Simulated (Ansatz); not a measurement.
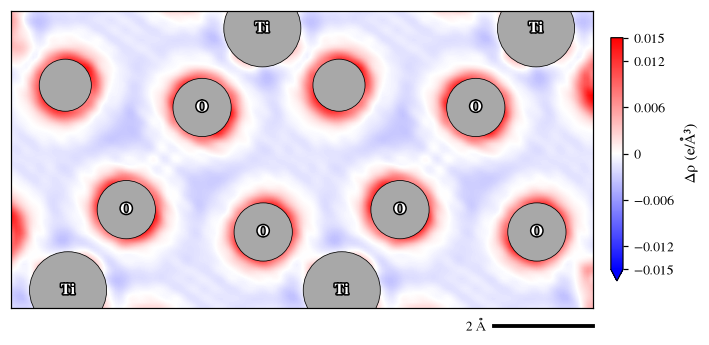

TiO₂. Difference of the valence pseudo-densities of two functionals at the same geometry, on the (010) plane of the calculation cell: one of PBE and RPBE less the other.

Space group Imma; a structure from a database of computed crystals, not necessarily the ambient phase.

Both computed with Ansatz (plane waves, PAW), on the same k-point mesh. Grey discs cover the atomic cores.

```yaml
crystal:
  lattice:
    - [-2.97316, 3.28737, 3.28740]
    - [2.97316, -3.28737, 3.28740]
    - [2.97316, 3.28737, -3.28740]
  atoms:
    - { symbol: Ti, position: [0.00000, 0.50000, 0.00000] }
    - { symbol: Ti, position: [0.00000, 0.00000, 0.50000] }
    - { symbol: Ti, position: [0.49524, 0.24524, 0.25000] }
    - { symbol: Ti, position: [0.50476, 0.75476, 0.75000] }
    - { symbol: O, position: [0.69508, 0.69523, 0.50015] }
    - { symbol: O, position: [0.69508, 0.19493, 0.99985] }
    - { symbol: O, position: [0.80452, 0.74962, 0.05490] }
    - { symbol: O, position: [0.19472, 0.74962, 0.44510] }
    - { symbol: O, position: [0.80528, 0.25038, 0.55490] }
    - { symbol: O, position: [0.30492, 0.80507, 0.00015] }
    - { symbol: O, position: [0.19548, 0.25038, 0.94510] }
    - { symbol: O, position: [0.30492, 0.30477, 0.49985] }
```

Which was subtracted from which, and what does the map show?

It is RPBE less PBE. Against PBE, RPBE gives more density around O (+0.005 e/Å³ on average at 0.7 Å from the nucleus).
